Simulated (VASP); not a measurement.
## Run report: Ga$_{3}$Sb, geometry relaxation (part 4 of 4)

Continued. System: Ga$_{3}$Sb (P6/mmm, 4 atoms in the cell). Method: Kohn-Sham DFT of a periodic cell, PBE, VASP PAW PBE potentials, recommended, no spin polarisation (VASP 6.6.1); cutoff 520 eV, 6×6×3 k-mesh, Gaussian smearing of 0.15 eV. The structure was built on a prototype by a generator; it need not be a known phase.

Geometry of the input (Å; fractional positions):
```
3.7585  0.0000  0.0000
-1.8792  3.2549  0.0000
0.0000  0.0000  7.3256
Ga 0.3333  0.6667  0.5000
Ga 0.6667  0.3333  0.5000
Ga 0.0000  0.0000  0.5000
Sb 0.0000  0.0000  0.0000
```

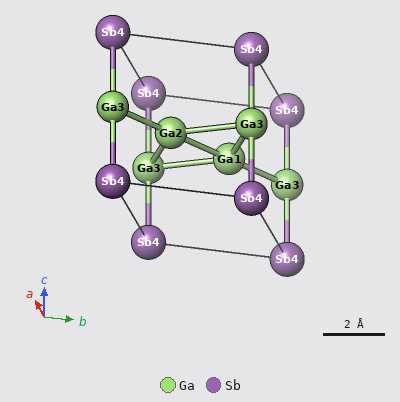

The geometry at step 9 of the log (ball-and-stick view of the cell of the calculation, seen at an oblique angle; atoms are numbered from 1 in the order of the input).

### Parts of OUTCAR, continued
```
 k-point     1 :       0.0000    0.0000    0.0000
  band No.  band energies     occupation
      1     -11.7248      2.00000
      2     -11.5861      2.00000
      3     -11.5861      2.00000
      4     -11.5772      2.00000
      5     -11.5772      2.00000
      6     -11.3475      2.00000
      7     -11.2982      2.00000
      8     -11.2982      2.00000
      9     -11.2605      2.00000
     10     -11.2605      2.00000
     11     -11.2295      2.00000
     12     -11.2195      2.00000
     13     -11.2195      2.00000
     14     -11.2120      2.00000
     15     -11.2120      2.00000
     16      -7.0071      2.00000
     17      -3.0773      2.00000
     18      -0.3641      2.00000
     19       1.7769      2.00000
     20       1.8192      2.00000
     21       1.8671      2.00000
     22       1.8672      2.00000
     23       3.3167      1.99886
     24       3.3167      1.99886
     25       5.6052      0.00000
     26       5.9357      0.00000

 k-point     2 :       0.1667    0.0000    0.0000
  band No.  band energies     occupation
      1     -11.7207      2.00000
      2     -11.5877      2.00000
      3     -11.5868      2.00000
      4     -11.5857      2.00000
      5     -11.5842      2.00000
      6     -11.3487      2.00000
      7     -11.2966      2.00000
      8     -11.2921      2.00000
      9     -11.2901      2.00000
     10     -11.2878      2.00000
     11     -11.2273      2.00000
     12     -11.2266      2.00000
     13     -11.2195      2.00000
     14     -11.1756      2.00000
     15     -11.1722      2.00000
     16      -6.8630      2.00000
     17      -3.1214      2.00000
     18      -0.2459      2.00000
     19       0.1233      2.00000
     20       1.1470      2.00000
     21       1.2804      2.00000
     22       3.0675      2.00000
     23       4.0876      0.00006
     24       4.7201      0.00000
     25       5.2707      0.00000
     26       6.0466      0.00000

 k-point     3 :       0.3333    0.0000    0.0000
  band No.  band energies     occupation
      1     -11.7150      2.00000
      2     -11.6151      2.00000
      3     -11.5968      2.00000
      4     -11.5909      2.00000
      5     -11.5841      2.00000
      6     -11.3400      2.00000
      7     -11.3146      2.00000
      8     -11.2965      2.00000
      9     -11.2936      2.00000
     10     -11.2845      2.00000
     11     -11.2394      2.00000
     12     -11.2288      2.00000
     13     -11.2197      2.00000
     14     -11.1475      2.00000
     15     -11.1220      2.00000
     16      -6.5049      2.00000
     17      -3.3214      2.00000
     18      -1.2659      2.00000
     19       0.0234      2.00000
     20       0.6515      2.00000
     21       0.7888      2.00000
     22       3.4165      1.97923
     23       4.6551      0.00000
     24       4.6856      0.00000
     25       5.6679      0.00000
     26       6.8787      0.00000

 k-point     4 :       0.5000    0.0000    0.0000
  band No.  band energies     occupation
      1     -11.7137      2.00000
      2     -11.6306      2.00000
      3     -11.6024      2.00000
      4     -11.5925      2.00000
      5     -11.5826      2.00000
      6     -11.3348      2.00000
      7     -11.3243      2.00000
      8     -11.2921      2.00000
      9     -11.2867      2.00000
     10     -11.2849      2.00000
     11     -11.2418      2.00000
     12     -11.2301      2.00000
     13     -11.2197      2.00000
     14     -11.1438      2.00000
     15     -11.1011      2.00000
     16      -6.2659      2.00000
     17      -3.5373      2.00000
     18      -1.7156      2.00000
     19       0.1807      2.00000
     20       0.4253      2.00000
     21       0.7254      2.00000
     22       3.1554      2.00000
     23       4.3447      0.00000
     24       4.7340      0.00000
     25       6.5177      0.00000
     26       7.8216      0.00000

 k-point     5 :       0.1667    0.1667    0.0000
  band No.  band energies     occupation
      1     -11.7162      2.00000
      2     -11.6034      2.00000
      3     -11.5992      2.00000
      4     -11.5892      2.00000
      5     -11.5854      2.00000
      6     -11.3455      2.00000
      7     -11.3108      2.00000
      8     -11.2986      2.00000
      9     -11.2916      2.00000
     10     -11.2809      2.00000
     11     -11.2382      2.00000
     12     -11.2232      2.00000
     13     -11.2189      2.00000
     14     -11.1571      2.00000
     15     -11.1337      2.00000
     16      -6.6081      2.00000
     17      -3.2167      2.00000
     18      -0.8498      2.00000
     19      -0.2462      2.00000
     20      -0.0500      2.00000
     21       2.4060      2.00000
     22       3.0781      2.00000
     23       4.0247      0.00062
     24       4.8671      0.00000
     25       5.2520      0.00000
     26       6.8413      0.00000

 [... the levels of 8 k-points are left out ...]

 k-point    14 :       0.3333    0.3333    0.3333
  band No.  band energies     occupation
      1     -11.7043      2.00000
      2     -11.6274      2.00000
      3     -11.6274      2.00000
      4     -11.5905      2.00000
      5     -11.5905      2.00000
      6     -11.3493      2.00000
      7     -11.3133      2.00000
      8     -11.2877      2.00000
      9     -11.2877      2.00000
     10     -11.2564      2.00000
     11     -11.2564      2.00000
     12     -11.2162      2.00000
     13     -11.1785      2.00000
     14     -11.1785      2.00000
     15     -11.1084      2.00000
     16      -5.6917      2.00000
     17      -3.3265      2.00000
     18      -2.6828      2.00000
     19      -2.6828      2.00000
     20       1.9989      2.00000
     21       1.9989      2.00000
     22       3.7571      0.36863
     23       5.1949      0.00000
     24       5.1949      0.00000
     25       5.9453      0.00000
     26       6.8905      0.00000

------------------------ aborting loop because EDIFF is reached ----------------------------------------

  FORCE on cell =-STRESS in cart. coord.  units (eV):
  Direction    XX          YY          ZZ          XY          YZ          ZX
  --------------------------------------------------------------------------------------
  -------------------------------------------------------------------------------------
  Total       -0.0829790     -0.0829790     -0.0640457     -0.0000000     -0.0000000      0.0000000
  in kB       -1.1722620     -1.1722620     -0.9047865     -0.0000000     -0.0000000      0.0000000
  external PRESSURE =      -1.0831035 kB  Pullay stress =       0.0000000 kB

 VOLUME and BASIS-vectors are now :
 -----------------------------------------------------------------------------
  energy-cutoff  :      520.00
  volume of cell :      113.41
      direct lattice vectors                 reciprocal lattice vectors
     5.017271483  0.000000002 -0.000000000     0.199311519  0.115072559  0.000000000
    -2.508635733  4.345084560  0.000000000    -0.000000000  0.230145118 -0.000000000
    -0.000000000  0.000000000  5.202215981     0.000000000 -0.000000000  0.192225775

 POSITION                                       TOTAL-FORCE (eV/Angst)
 -----------------------------------------------------------------------------------
     -0.00000      2.89672      2.60111        -0.000000      0.000000      0.000000
      2.50864      1.44836      2.60111         0.000000     -0.000000     -0.000000
     -0.00000      0.00000      2.60111         0.000000     -0.000000     -0.000000
     -2.50864      4.34508      5.20222         0.000000     -0.000000     -0.000000
 -----------------------------------------------------------------------------------
    total drift:                                0.000000      0.000000      0.000000

  FREE ENERGIE OF THE ION-ELECTRON SYSTEM (eV)
  ---------------------------------------------------
  free  energy   TOTEN  =       -11.2947024067 eV

  energy  without entropy=      -11.2713902098  energy(sigma->0) =      -11.28304631

 reached required accuracy - stopping structural energy minimisation
```

### CONTCAR
```
Ga3Sb
   1.00000000000000
     5.0172714833287948    0.0000000021822733   -0.0000000000000000
    -2.5086357330998714    4.3450845595804122    0.0000000000000000
    -0.0000000000000000    0.0000000000000000    5.2022159813185649
  Ga              Sb
     3     1
Direct
     0.3333333300000021    0.6666666699999979    0.5000000000000000
     0.6666666699999979    0.3333333300000021    0.5000000000000000
     0.0000000000000000    0.0000000000000000    0.5000000000000000
     0.0000000000000000    1.0000000000000000    1.0000000000000000

  0.00000000E+00  0.00000000E+00  0.00000000E+00
  0.00000000E+00  0.00000000E+00  0.00000000E+00
  0.00000000E+00  0.00000000E+00  0.00000000E+00
  0.00000000E+00  0.00000000E+00  0.00000000E+00
```

### Trajectory as extended XYZ (Å, eV, eV/Å), 18 frames, from step=0 to step=17
```
4
Lattice="3.7585 0.0000 0.0000 -1.8792 3.2549 0.0000 0.0000 0.0000 7.3256" Properties=species:S:1:pos:R:3:forces:R:3 step=0 energy=-4.43860
Ga    0.0000    2.1700    3.6628    0.0000   0.0000   0.0000
Ga    1.8792    1.0850    3.6628    0.0000   0.0000   0.0000
Ga    0.0000    0.0000    3.6628    0.0000   0.0000   0.0000
Sb    0.0000    0.0000    0.0000    0.0000   0.0000   0.0000
4
Lattice="5.2790 0.0000 0.0000 -2.6395 4.5718 0.0000 0.0000 -0.0000 7.0757" Properties=species:S:1:pos:R:3:forces:R:3 step=1 energy=-9.58745
Ga    0.0000    3.0478    3.5378    0.0000   0.0000   0.0000
Ga    2.6395    1.5239    3.5378    0.0000   0.0000   0.0000
Ga    0.0000    0.0000    3.5378    0.0000   0.0000   0.0000
Sb    5.2790    0.0000    0.0000    0.0000   0.0000   0.0000
4
Lattice="4.6140 0.0000 0.0000 -2.3070 3.9958 0.0000 0.0000 -0.0000 7.1850" Properties=species:S:1:pos:R:3:forces:R:3 step=2 energy=-10.02795
Ga    0.0000    2.6639    3.5925    0.0000   0.0000   0.0000
Ga    2.3070    1.3319    3.5925    0.0000   0.0000   0.0000
Ga    0.0000    0.0000    3.5925    0.0000   0.0000   0.0000
Sb   -2.3070    3.9958    0.0000    0.0000   0.0000   0.0000
4
Lattice="4.7985 0.0000 0.0000 -2.3992 4.1556 0.0000 0.0000 -0.0000 7.1547" Properties=species:S:1:pos:R:3:forces:R:3 step=3 energy=-10.06414
Ga    0.0000    2.7704    3.5773    0.0000   0.0000   0.0000
Ga    2.3992    1.3852    3.5773    0.0000   0.0000   0.0000
Ga    0.0000    0.0000    3.5773    0.0000   0.0000   0.0000
Sb    4.7985    0.0000    0.0000    0.0000   0.0000   0.0000
4
Lattice="4.7454 0.0000 0.0000 -2.3727 4.1097 0.0000 0.0000 -0.0000 7.1634" Properties=species:S:1:pos:R:3:forces:R:3 step=4 energy=-10.07280
Ga    0.0000    2.7398    3.5817    0.0000   0.0000   0.0000
Ga    2.3727    1.3699    3.5817    0.0000   0.0000   0.0000
Ga    0.0000    0.0000    3.5817    0.0000   0.0000   0.0000
Sb   -2.3727    4.1097    0.0000    0.0000   0.0000   0.0000
4
Lattice="4.7148 0.0000 0.0000 -2.3574 4.0831 0.0000 0.0000 -0.0000 7.1684" Properties=species:S:1:pos:R:3:forces:R:3 step=5 energy=-10.07143
Ga    0.0000    2.7221    3.5842    0.0000   0.0000   0.0000
Ga    2.3574    1.3610    3.5842    0.0000   0.0000   0.0000
Ga    0.0000    0.0000    3.5842    0.0000   0.0000   0.0000
Sb    0.0000    0.0000    0.0000    0.0000   0.0000   0.0000
4
Lattice="4.7335 0.0000 -0.0000 -2.3667 4.0993 0.0000 0.0000 -0.0000 6.6446" Properties=species:S:1:pos:R:3:forces:R:3 step=6 energy=-10.54374
Ga    0.0000    2.7329    3.3223    0.0000   0.0000   0.0000
Ga    2.3667    1.3664    3.3223    0.0000   0.0000   0.0000
Ga   -2.3667    4.0993    3.3223    0.0000   0.0000   0.0000
Sb   -2.3667    4.0993    0.0000    0.0000   0.0000   0.0000
4
Lattice="4.7895 0.0000 -0.0000 -2.3948 4.1479 0.0000 0.0000 -0.0000 5.0731" Properties=species:S:1:pos:R:3:forces:R:3 step=7 energy=-11.12807
Ga    0.0000    2.7652    2.5365    0.0000   0.0000   0.0000
Ga    2.3948    1.3826    2.5365    0.0000   0.0000   0.0000
Ga    0.0000    0.0000    2.5365    0.0000   0.0000   0.0000
Sb    0.0000    0.0000    0.0000    0.0000   0.0000   0.0000
4
Lattice="4.7700 0.0000 -0.0000 -2.3850 4.1310 0.0000 0.0000 -0.0000 5.6197" Properties=species:S:1:pos:R:3:forces:R:3 step=8 energy=-11.18912
Ga    0.0000    2.7540    2.8099    0.0000   0.0000   0.0000
Ga    2.3850    1.3770    2.8099    0.0000   0.0000   0.0000
Ga    0.0000    0.0000    2.8099    0.0000   0.0000   0.0000
Sb    0.0000    0.0000    5.6197    0.0000   0.0000   0.0000
4
Lattice="4.7747 0.0000 -0.0000 -2.3874 4.1350 0.0000 0.0000 -0.0000 5.4879" Properties=species:S:1:pos:R:3:forces:R:3 step=9 energy=-11.20084
Ga    0.0000    2.7567    2.7440    0.0000   0.0000   0.0000
Ga    2.3874    1.3783    2.7440    0.0000   0.0000   0.0000
Ga    0.0000    0.0000    2.7440    0.0000   0.0000   0.0000
Sb    0.0000    0.0000    0.0000    0.0000   0.0000   0.0000
4
Lattice="4.7730 0.0000 -0.0000 -2.3865 4.1336 0.0000 0.0000 -0.0000 5.5353" Properties=species:S:1:pos:R:3:forces:R:3 step=10 energy=-11.19878
Ga    0.0000    2.7557    2.7677    0.0000   0.0000   0.0000
Ga    2.3865    1.3779    2.7677    0.0000   0.0000   0.0000
Ga    0.0000    0.0000    2.7677    0.0000   0.0000   0.0000
Sb    0.0000    0.0000    5.5353    0.0000   0.0000   0.0000
4
Lattice="4.8234 0.0000 -0.0000 -2.4117 4.1772 0.0000 0.0000 -0.0000 5.5159" Properties=species:S:1:pos:R:3:forces:R:3 step=11 energy=-11.21643
Ga    0.0000    2.7848    2.7579    0.0000   0.0000   0.0000
Ga    2.4117    1.3924    2.7579    0.0000   0.0000   0.0000
Ga    0.0000    0.0000    2.7579    0.0000   0.0000   0.0000
Sb   -2.4117    4.1772    0.0000    0.0000   0.0000   0.0000
4
Lattice="4.9551 0.0000 -0.0000 -2.4775 4.2912 0.0000 -0.0000 -0.0000 5.4651" Properties=species:S:1:pos:R:3:forces:R:3 step=12 energy=-11.23818
Ga    0.0000    2.8608    2.7326    0.0000   0.0000   0.0000
Ga    2.4775    1.4304    2.7326    0.0000   0.0000   0.0000
Ga    0.0000    0.0000    2.7326    0.0000   0.0000   0.0000
Sb    0.0000    0.0000    5.4651    0.0000   0.0000   0.0000
4
Lattice="4.9736 0.0000 -0.0000 -2.4868 4.3073 0.0000 -0.0000 -0.0000 5.4090" Properties=species:S:1:pos:R:3:forces:R:3 step=13 energy=-11.25205
Ga    0.0000    2.8715    2.7045    0.0000   0.0000   0.0000
Ga    2.4868    1.4358    2.7045    0.0000   0.0000   0.0000
Ga    0.0000    0.0000    2.7045    0.0000   0.0000   0.0000
Sb   -2.4868    4.3073    0.0000    0.0000   0.0000   0.0000
4
Lattice="5.0294 0.0000 -0.0000 -2.5147 4.3556 0.0000 -0.0000 0.0000 5.2406" Properties=species:S:1:pos:R:3:forces:R:3 step=14 energy=-11.28147
Ga    0.0000    2.9037    2.6203    0.0000   0.0000   0.0000
Ga    2.5147    1.4519    2.6203    0.0000   0.0000   0.0000
Ga    0.0000    0.0000    2.6203    0.0000   0.0000   0.0000
Sb    0.0000    0.0000    5.2406    0.0000   0.0000   0.0000
4
Lattice="5.0560 0.0000 -0.0000 -2.5280 4.3786 0.0000 -0.0000 0.0000 5.1604" Properties=species:S:1:pos:R:3:forces:R:3 step=15 energy=-11.28012
Ga    0.0000    2.9191    2.5802    0.0000   0.0000   0.0000
Ga    2.5280    1.4595    2.5802    0.0000   0.0000   0.0000
Ga    0.0000    0.0000    2.5802    0.0000   0.0000   0.0000
Sb   -2.5280    4.3786    0.0000    0.0000   0.0000   0.0000
4
Lattice="5.0398 0.0000 -0.0000 -2.5199 4.3646 0.0000 -0.0000 0.0000 5.2092" Properties=species:S:1:pos:R:3:forces:R:3 step=16 energy=-11.29156
Ga    0.0000    2.9097    2.6046    0.0000   0.0000   0.0000
Ga    2.5199    1.4549    2.6046    0.0000   0.0000   0.0000
Ga    0.0000    0.0000    2.6046    0.0000   0.0000   0.0000
Sb    0.0000    0.0000    0.0000    0.0000   0.0000   0.0000
4
Lattice="5.0173 0.0000 -0.0000 -2.5086 4.3451 0.0000 -0.0000 0.0000 5.2022" Properties=species:S:1:pos:R:3:forces:R:3 step=17 energy=-11.29470
Ga    0.0000    2.8967    2.6011    0.0000   0.0000   0.0000
Ga    2.5086    1.4484    2.6011    0.0000   0.0000   0.0000
Ga    0.0000    0.0000    2.6011    0.0000   0.0000   0.0000
Sb   -2.5086    4.3451    5.2022    0.0000   0.0000   0.0000
```

### Summary

```json
{"quantity": "outcome", "value": "converged"}
{"quantity": "space group (tolerance 0.01 Å)", "value": "P6/mmm (191)"}
{"quantity": "electrons treated", "value": "44"}
{"quantity": "free energy", "value": "−11.2947 eV"}
{"quantity": "Fermi energy", "value": "3.662 eV"}
{"quantity": "gap on the k-point mesh", "value": "none (metallic)"}
{"quantity": "pressure", "value": "−0.11 GPa"}
{"quantity": "final volume", "value": "113.41 Å³"}
{"quantity": "largest force (length of the vector) at the end", "value": "under 0.001 eV/Å"}
{"quantity": "final cell", "value": "a = 5.017 Å, b = 5.017 Å, c = 5.202 Å, α = 90.00°, β = 90.00°, γ = 120.00°"}
{"quantity": "wall time", "value": "2 min"}
{"quantity": "peak memory", "value": "0.17 GiB"}
```

### Notes

The volume changed by more than 5 % on the plane waves of the start, so the result carries a basis error; a second relaxation from the end is advised.
